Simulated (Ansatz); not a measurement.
# Phonon calculation, with input and output: Hg

- system: Hg (2 atoms in the cell)
- method: DFT, LDA, all-electron LAPW, scalar-relativistic; harmonic phonons by finite displacements, no spin polarisation (Ansatz 0.2.0)

The structure derives from a Materials Project entry. Figures and captions count atoms from 1; the log counts them from 0 in places.

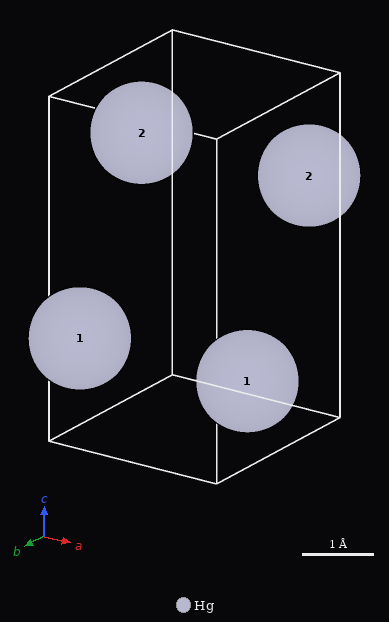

The structure (spheres-only view of the reduced cell, seen at an oblique angle; atoms are numbered from 1 in the order of the input).

**Input file**
```yaml
crystal:
  lattice:
    - [2.78860492078, 0.0, -0.70255851208]
    - [0.0, 5.27192036708, 0.0]
    - [-2.0112039918, 0.0, 3.66599115349]
  atoms:
    - { symbol: Hg, position: [0.749859266764, 0.25, 0.74996865872] }
    - { symbol: Hg, position: [0.250140733236, 0.75, 0.25003134128] }
kpoints:
  mp_grid: { grid: [12, 6, 10] }
scf:
  occupations: { method: fermi_dirac, width: 0.1 }
hamiltonian:
  xc: lda
  pseudopotentials: { kind: all_electron, lapw: { basis_error: 0.0005 } }
phonons:
  supercell: [1, 1, 1]
```

Run as:
```bash
ansatz run input.yaml --threads 1 --pin off --max-ram 3072MiB --backend cpu --events-out ev --progress --plain --runs-dir out
```

**Output**
```
LAPW: plane waves up to 8.702 Å⁻¹, error target 5.0e-4 eV per atom; small_component_spin mean_spin; Hg in spheres of 1.395 Å, 44 of its electrons in bands, Dirac shells [] (how accurate: hamiltonian.pseudopotentials.lapw.basis_error, Limitations)
Engine: ansatz 0.2.0, x86_64-unknown-linux-gnu
Pseudopotentials: kind: all_electron
Pseudopotential: Hg, LAPW, valence charge 44, lapw/all_electron/scalar/gaussian/Hg, Koelling and Harmon's equation, gaussian nucleus
Functional definition: SPW92
  exchange = slater_x
  correlation = pw_c
Crystal: 2 atoms, lattice volume = 46.446 Å³
Basis set: ecut = 288.4896295609269 eV, 517 PW (Γ), FFT grids on a1, a2, a1+a3, exchange–correlation at level 2
Bands: 53, of which v1, the nominal top of the filled ones, is band 44 counted from 1 (43 counted from 0)
Symmetry: 4 space group operations
k-points: 248 of 720
Non-local potential: Hg, projectors of the file, none
Initial density: superposition of atomic densities (chi_scale 0.1, normalization cell)
Initial wavefunctions: plane waves of lowest kinetic energy (no species holds an atomic orbital)
Functional: x = slater, c = lda
iter 1 solved again at ethr=1.06e-4 eV; its pass at ethr=1.00e-1 eV (dr2=9.36e-2 eV) is discarded
SCF iter   1: F=—  HF=-1067078.194942 eV  |F-HF|=—  |Δ(HF+E_count)|=         —  Δρ=1.46e-2  dr2=9.38e-2  ethr=1.06e-4  ⟨swp⟩=3.0  Hψ=81999  notcnv=0
preconditioner: auto → LDOS  [metal: Δε(μ)=0.006 eV  Ē_g=15.707 eV  σ=0.100 eV  W_gap=0.02  n_scr=20 (ndim 8)  ℏωp=26.7 eV  f_vac=0.225  D(μ)=0.61/eV (n_scr^D=2)  β→1.0]
iter 2 solved again at ethr=3.94e-6 eV; its pass at ethr=1.06e-4 eV (dr2=3.46e-3 eV) is discarded
SCF iter   2: F=—  HF=-1067078.188424 eV  |F-HF|=—  |Δ(HF+E_count)|=   6.52e-3  Δρ=3.01e-3  dr2=3.46e-3  ethr=3.94e-6  ⟨swp⟩=2.0  Hψ=67157  notcnv=0
SCF iter   3: F=—  HF=-1067078.062601 eV  |F-HF|=—  |Δ(HF+E_count)|=   1.26e-1  Δρ=2.07e-3  dr2=1.98e-3  ethr=3.93e-6  ⟨swp⟩=3.0  Hψ=40831  notcnv=0
SCF iter   4: F=—  HF=-1067078.057158 eV  |F-HF|=—  |Δ(HF+E_count)|=   5.44e-3  Δρ=5.89e-4  dr2=1.69e-4  ethr=2.25e-6  ⟨swp⟩=2.0  Hψ=37773  notcnv=0
SCF iter   5: F=—  HF=-1067078.057017 eV  |F-HF|=—  |Δ(HF+E_count)|=   1.41e-4  Δρ=1.18e-4  dr2=7.67e-6  ethr=1.92e-7  ⟨swp⟩=2.0  Hψ=37772  notcnv=0
SCF iter   6: F=—  HF=-1067078.057020 eV  |F-HF|=—  |Δ(HF+E_count)|=   2.39e-6  Δρ=1.11e-5  dr2=6.10e-8  ethr=8.72e-9  ⟨swp⟩=2.0  Hψ=37781  notcnv=0
SCF iter   7: F=-1067078.057020 eV  HF=-1067078.057020 eV  |F-HF|=4.66e-10  |Δ(HF+E_count)|=   3.05e-8  Δρ=9.99e-7  dr2=3.09e-10  ethr=6.94e-11  ⟨swp⟩=2.9  Hψ=38181  notcnv=0
SCF 1 converged in 7 iterations: F = -1067078.057020 eV  dr2 = 3.09e-10
Symmetry: 2 space group operations
k-points: 248 of 720 (time reversal used)
Initial density: handed on by an earlier stage of this run
Initial wavefunctions: plane waves of lowest kinetic energy (no species holds an atomic orbital; no wavefunctions were taken with the density)
iter 1 solved again at ethr=2.16e-9 eV; its pass at ethr=1.00e-1 eV (dr2=1.90e-6 eV) is discarded
SCF iter   1: F=—  HF=-1067078.057007 eV  |F-HF|=—  |Δ(HF+E_count)|=         —  Δρ=6.32e-5  dr2=1.24e-6  ethr=2.16e-9  ⟨swp⟩=7.2  Hψ=112635  notcnv=0
preconditioner: auto → LDOS  [metal: Δε(μ)=0.012 eV  Ē_g=16.055 eV  σ=0.100 eV  W_gap=0.03  n_scr=20 (ndim 8)  ℏωp=26.7 eV  f_vac=0.191  D(μ)=0.60/eV (n_scr^D=2)  β→1.0]
SCF iter   2: F=—  HF=-1067078.057008 eV  |F-HF|=—  |Δ(HF+E_count)|=   8.53e-7  Δρ=2.07e-5  dr2=2.19e-7  ethr=1.41e-9  ⟨swp⟩=2.2  Hψ=37842  notcnv=0
iter 3 solved again at ethr=2.07e-11 eV; its pass at ethr=2.48e-10 eV (dr2=1.82e-8 eV) is discarded
SCF iter   3: F=—  HF=-1067078.057008 eV  |F-HF|=—  |Δ(HF+E_count)|=   1.71e-7  Δρ=6.53e-6  dr2=1.83e-8  ethr=2.07e-11  ⟨swp⟩=2.0  Hψ=64632  notcnv=0
SCF iter   4: F=-1067078.057008 eV  HF=-1067078.057008 eV  |F-HF|=0.00e0  |Δ(HF+E_count)|=   4.66e-9  Δρ=1.10e-6  dr2=4.37e-10  ethr=2.07e-11  ⟨swp⟩=2.0  Hψ=37772  notcnv=0
SCF 2 converged in 4 iterations: F = -1067078.057008 eV  dr2 = 4.37e-10
iter 1 solved again at ethr=2.17e-9 eV; its pass at ethr=1.00e-1 eV (dr2=1.91e-6 eV) is discarded
SCF iter   1: F=—  HF=-1067078.057010 eV  |F-HF|=—  |Δ(HF+E_count)|=         —  Δρ=6.32e-5  dr2=1.24e-6  ethr=2.17e-9  ⟨swp⟩=7.2  Hψ=112636  notcnv=0
SCF iter   2: F=—  HF=-1067078.057011 eV  |F-HF|=—  |Δ(HF+E_count)|=   8.53e-7  Δρ=2.07e-5  dr2=2.20e-7  ethr=1.41e-9  ⟨swp⟩=2.2  Hψ=37837  notcnv=0
iter 3 solved again at ethr=2.07e-11 eV; its pass at ethr=2.50e-10 eV (dr2=1.82e-8 eV) is discarded
SCF iter   3: F=—  HF=-1067078.057011 eV  |F-HF|=—  |Δ(HF+E_count)|=   1.75e-7  Δρ=6.54e-6  dr2=1.83e-8  ethr=2.07e-11  ⟨swp⟩=2.0  Hψ=64632  notcnv=0
SCF iter   4: F=-1067078.057011 eV  HF=-1067078.057011 eV  |F-HF|=0.00e0  |Δ(HF+E_count)|=   3.03e-9  Δρ=1.09e-6  dr2=4.33e-10  ethr=2.07e-11  ⟨swp⟩=2.0  Hψ=37772  notcnv=0
SCF 3 converged in 4 iterations: F = -1067078.057011 eV  dr2 = 4.33e-10
Symmetry: 1 space group operations
k-points: 364 of 720 (time reversal used)
iter 1 solved again at ethr=3.40e-8 eV; its pass at ethr=1.00e-1 eV (dr2=2.99e-5 eV) is discarded
SCF iter   1: F=—  HF=-1067078.056925 eV  |F-HF|=—  |Δ(HF+E_count)|=         —  Δρ=1.35e-4  dr2=2.93e-5  ethr=3.40e-8  ⟨swp⟩=5.4  Hψ=150849  notcnv=0
preconditioner: auto → LDOS  [metal: Δε(μ)=0.011 eV  Ē_g=16.055 eV  σ=0.100 eV  W_gap=0.03  n_scr=20 (ndim 8)  ℏωp=26.7 eV  f_vac=0.191  D(μ)=0.60/eV (n_scr^D=2)  β→1.0]
SCF iter   2: F=—  HF=-1067078.056935 eV  |F-HF|=—  |Δ(HF+E_count)|=   1.03e-5  Δρ=1.86e-4  dr2=5.82e-5  ethr=3.33e-8  ⟨swp⟩=3.0  Hψ=57579  notcnv=0
iter 3 solved again at ethr=6.14e-11 eV; its pass at ethr=3.33e-8 eV (dr2=5.41e-8 eV) is discarded
SCF iter   3: F=—  HF=-1067078.056917 eV  |F-HF|=—  |Δ(HF+E_count)|=   1.76e-5  Δρ=7.15e-6  dr2=5.49e-8  ethr=6.14e-11  ⟨swp⟩=3.0  Hψ=96596  notcnv=0
SCF iter   4: F=—  HF=-1067078.056917 eV  |F-HF|=—  |Δ(HF+E_count)|=   2.33e-8  Δρ=3.00e-6  dr2=6.55e-9  ethr=6.14e-11  ⟨swp⟩=2.0  Hψ=55436  notcnv=0
SCF iter   5: F=-1067078.056917 eV  HF=-1067078.056917 eV  |F-HF|=4.66e-10  |Δ(HF+E_count)|=   3.73e-9  Δρ=4.74e-7  dr2=6.84e-11  ethr=1.12e-11 (applied; sched 7.45e-12)  ⟨swp⟩=2.0  Hψ=55433  notcnv=0
SCF 4 converged in 5 iterations: F = -1067078.056917 eV  dr2 = 6.84e-11
iter 1 solved again at ethr=3.40e-8 eV; its pass at ethr=1.00e-1 eV (dr2=2.99e-5 eV) is discarded
SCF iter   1: F=—  HF=-1067078.056926 eV  |F-HF|=—  |Δ(HF+E_count)|=         —  Δρ=1.35e-4  dr2=2.93e-5  ethr=3.40e-8  ⟨swp⟩=5.4  Hψ=150840  notcnv=0
SCF iter   2: F=—  HF=-1067078.056936 eV  |F-HF|=—  |Δ(HF+E_count)|=   1.03e-5  Δρ=1.86e-4  dr2=5.82e-5  ethr=3.33e-8  ⟨swp⟩=3.0  Hψ=57583  notcnv=0
iter 3 solved again at ethr=6.14e-11 eV; its pass at ethr=3.33e-8 eV (dr2=5.41e-8 eV) is discarded
SCF iter   3: F=—  HF=-1067078.056918 eV  |F-HF|=—  |Δ(HF+E_count)|=   1.76e-5  Δρ=7.15e-6  dr2=5.49e-8  ethr=6.14e-11  ⟨swp⟩=3.0  Hψ=96600  notcnv=0
SCF iter   4: F=—  HF=-1067078.056918 eV  |F-HF|=—  |Δ(HF+E_count)|=   2.35e-8  Δρ=3.00e-6  dr2=6.56e-9  ethr=6.14e-11  ⟨swp⟩=2.0  Hψ=55436  notcnv=0
SCF iter   5: F=-1067078.056918 eV  HF=-1067078.056918 eV  |F-HF|=2.33e-10  |Δ(HF+E_count)|=   3.26e-9  Δρ=4.74e-7  dr2=6.85e-11  ethr=1.12e-11 (applied; sched 7.45e-12)  ⟨swp⟩=2.0  Hψ=55433  notcnv=0
SCF 5 converged in 5 iterations: F = -1067078.056918 eV  dr2 = 6.85e-11
SCF converged after 7 iterations
Free energy (F): -1067078.057020 eV
Harris-Foulkes:  -1067078.057020 eV  (|F-HF|=4.66e-10)
Internal energy: -1067078.037884 eV  (E = F + TS)
E sigma→0 (E₀):  -1067078.047452 eV
Entropy (-TS):   -0.019136 eV (-9.568 meV/atom)
Fermi energy:    18.008469 eV
--- Per-component energies (eV) ---
  E_band       = -9295.499823
  E_kinetic    = 1220454.752266
  E_xc         = -19684.728188
  E_electrostatic = -2267848.061961  (all electrons and nuclei)
  E_smearing   = -0.019136  (= −TS)
  E_closure    = 0.000000  (closes the sum)
  E_atoms      = -1067076.071118  (free atoms, spherical and without spin; not in F)
  Σ components = -1067078.057020   (vs F -1067078.057020, Δ=0.00e0)
  Basis errors (estimates in eV, not in F): energy 1.5e-4 per atom: plane waves 1.5e-4 (8.4e-5 summed), levels above the bands 2.3e-47, relativity 7.4e-9, radial functions 2.6e-6, core shells 2.0e-8; eigenvalues (radial functions only) 2.3e-6; not estimated: angular momenta, meshes, grids; target (lapw.basis_error) 5.0e-4; muffin-tin radii Hg 1.395 Å
--- Forces (eV/Å), atoms counted from 1 ---
  atom   1  Hg     0.00014190     0.00000000     0.00006236
  atom   2  Hg    -0.00014190     0.00000000    -0.00006236
  max |Σ_I F_I| component: 2.71e-20 eV/Å
--- Band table (eV; the first three rows and the last of 248) ---
  k-point 0: bands = ["-326.9271", "-326.9271", "-326.9269", "-326.9269", "-326.9254", "-326.9254", "-326.9207", "-326.9207", "-326.9200", "-326.9200", "-97.0762", "-97.0742", "-75.1220", "-75.1219", "-75.1219", "-75.1218", "-75.1190", "-75.1190", "-75.1177", "-75.1177", "-75.1172", "-75.1171", "-75.1152", "-75.1152", "-75.1151", "-75.1151", "-45.4076", "-45.3661", "-45.3508", "-45.3505", "-45.3491", "-45.3437", "8.6220", "9.5366", "9.6833", "9.8673", "10.7872", "10.8383", "11.4305", "12.0173", "12.1911", "12.1989", "12.3427", "16.1573", "16.3018", "26.1652", "28.3954", "31.0716", "31.6267", "31.7276", "31.7671", "32.9289", "33.6009"]
  k-point 1: bands = ["-326.9271", "-326.9271", "-326.9269", "-326.9269", "-326.9254", "-326.9254", "-326.9207", "-326.9207", "-326.9200", "-326.9200", "-97.0761", "-97.0742", "-75.1220", "-75.1219", "-75.1219", "-75.1218", "-75.1190", "-75.1190", "-75.1177", "-75.1177", "-75.1172", "-75.1171", "-75.1152", "-75.1152", "-75.1151", "-75.1151", "-45.4059", "-45.3692", "-45.3547", "-45.3516", "-45.3487", "-45.3436", "8.8098", "9.5800", "9.8405", "9.8770", "10.7393", "10.9349", "11.4543", "11.9704", "12.0952", "12.1322", "12.1857", "16.3172", "16.5821", "24.7902", "28.6738", "30.0337", "30.4123", "31.7757", "33.1269", "33.3164", "33.8314"]
  k-point 2: bands = ["-326.9271", "-326.9271", "-326.9269", "-326.9269", "-326.9254", "-326.9254", "-326.9207", "-326.9207", "-326.9200", "-326.9200", "-97.0757", "-97.0741", "-75.1220", "-75.1219", "-75.1218", "-75.1218", "-75.1190", "-75.1190", "-75.1177", "-75.1177", "-75.1172", "-75.1171", "-75.1152", "-75.1152", "-75.1151", "-75.1151", "-45.4011", "-45.3773", "-45.3650", "-45.3550", "-45.3477", "-45.3434", "9.2768", "9.7531", "9.8979", "10.2595", "10.6206", "11.2488", "11.5216", "11.5811", "11.8509", "11.9810", "12.1458", "16.3936", "17.6291", "22.3829", "27.3309", "28.5355", "29.4752", "32.6311", "33.7125", "33.7607", "35.1938"]
  k-point 247: bands = ["-326.9271", "-326.9271", "-326.9269", "-326.9269", "-326.9254", "-326.9254", "-326.9207", "-326.9207", "-326.9200", "-326.9200", "-97.0726", "-97.0726", "-75.1219", "-75.1219", "-75.1219", "-75.1219", "-75.1193", "-75.1193", "-75.1176", "-75.1176", "-75.1170", "-75.1170", "-75.1152", "-75.1152", "-75.1151", "-75.1151", "-45.4287", "-45.4287", "-45.3725", "-45.3725", "-45.3522", "-45.3522", "10.3574", "10.3574", "10.4563", "10.4563", "11.1935", "11.1935", "11.4040", "11.4040", "11.6356", "11.6356", "16.1247", "16.1247", "17.7696", "17.7696", "28.7462", "28.7462", "30.2745", "30.2745", "32.4816", "32.4816", "33.2372"]
--- Phonons: 4 displaced members + reference (amplitude 0.01 Å, Σ member SCF iterations 18) ---
  symmetry images taken by strict's conditions (phonons.symmetry_images: auto; settled by no image being taken that strict refuses)
  ASR residual: 2.447e-4 → 0.000e0 eV/Å²; symmetrization residual: 4.916e-5 eV/Å²
  largest component of a force at the reference: 1.4e-4 eV/Å
  ASR residual per site (eV/Å²): 2.45e-4 2.45e-4
  Γ frequencies (cm⁻¹): 0.00 0.00 0.00 22.85 36.31 98.91
  density of states and harmonic sums: on the 29×12×20 q-mesh, interpolated from the force constants of a 1×1×1 supercell (no non-analytic term)
  largest difference from the sums on the solved wave vectors: F 9.53e-1 eV, S 1.21e-3 and C_V 2.58e-4 eV/K
  zero-point energy: 0.013277 eV/cell   skipped modes (ω ≤ 0): 3   left out of the sums: 7.18e-5 of the cell's modes: C_V's classical limit lies that fraction below 3 k_B per atom; for a crystal, a wire or a layer, F and S can be off by more, and a phonons.interpolated_qmesh denser along its periods is the remedy for the sampling
```

**Summary**

| quantity | value |
| --- | --- |
| outcome | converged |
| space group (tolerance 0.01 Å) | C2/m (12) |
| electrons in bands (core shells apart) | 88 |
| free energy | −1067078.0570 eV |
| Fermi energy | 18.008 eV |
| largest force (length of the vector) | under 0.001 eV/Å |
| hardware | 1 thread of Intel Xeon (Granite Rapids), 96 GiB of memory available, shared host |
| wall time | 8.1 min |
| peak memory | 1.5 GiB |

**Notes**

Spin–orbit coupling is left out, which matters for Hg.
